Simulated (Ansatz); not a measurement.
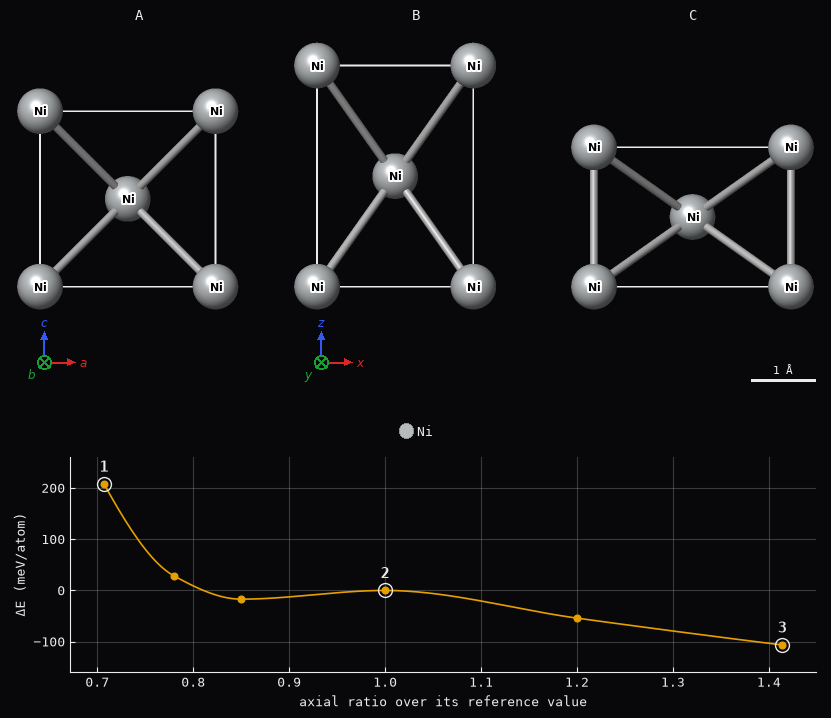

Energy scan for a crystal of Ni (Im-3m), in which the ratio of the cell's length along z to its lengths across, counted as 1 for the reference, is changed at fixed volume (a tetragonal or Bain path), with the atoms kept at their fractional coordinates. x, y and z are the Cartesian axes of the input. The frames are shuffled; the numbered points of the plot belong to them. A ball-and-stick model of the conventional cell (2 times the calculation's cell), seen along the b axis. Lengths and directions refer to the drawn axes.

Computed with DFT PBEsol, scalar-relativistic, plane waves, PAW (Ansatz). (plane-wave cutoff 420 eV; k-point mesh 34 × 34 × 34; occupations gaussian; smearing width 0.15 eV; collinear spin). Energies (free energies at the smearing named) are counted from the relaxed crystal.

> Match the frames to the points.

Point 1 is frame C (the relative ratio 0.707, 208 meV/atom); 2 is frame A (the relative ratio 1.00, 0 meV/atom); 3 is frame B (the relative ratio 1.414, −106 meV/atom). The lowest computed point lies at the relative ratio 1.414 (−106 meV/atom). Further local minima among the points: 0.85 (−17 meV/atom). A local maximum lies at 1.00 (0 meV/atom). The energy is still falling at the end of the range, so the minimum along this coordinate lies there or beyond. At the ends of the scan the energy is 208 meV/atom (0.707) and −106 meV/atom (1.414). The distortion takes the space group from Im-3m to I4/mmm, except for Fm-3m at 1.414. At the relative ratio 1.414 the cell of the drawing goes a 2.755 → 2.455 Å, b 2.755 → 2.455 Å, c 2.755 → 3.471 Å.
